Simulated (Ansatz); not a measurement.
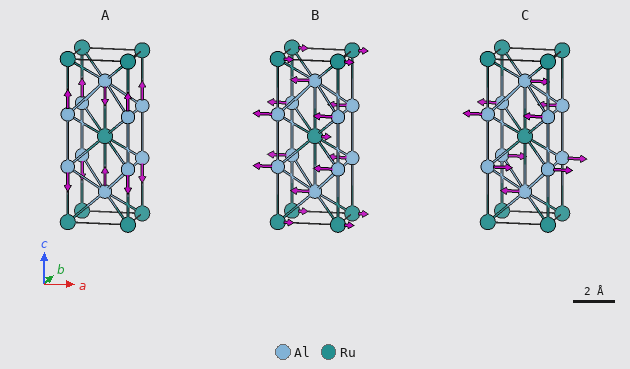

Modes of crystalline Al2Ru relaxed at 15 GPa, space group I4/mmm (No. 139), at the zone centre (one member of each degenerate set). Displacements are drawn as purple arrows; their common scale and sign are arbitrary. The picture is a ball-and-stick view of the conventional cell (2 times the calculation's cell), seen slightly off an axis. Lengths and directions refer to the drawn axes.

The calculation used DFT LDA, scalar-relativistic, plane waves, PAW in Ansatz.

The frequencies depend somewhat on the k-mesh and the smearing.

Question: Which are infrared-active and which Raman-active?

Answer: A is A₁g, Raman-active by symmetry (491 cm⁻¹). B is E_u, infrared-active by symmetry (299 cm⁻¹). C is E_g, Raman-active by symmetry (376 cm⁻¹). The crystal has a centre of inversion, so no mode is both. In a metal the free carriers screen the infrared response.
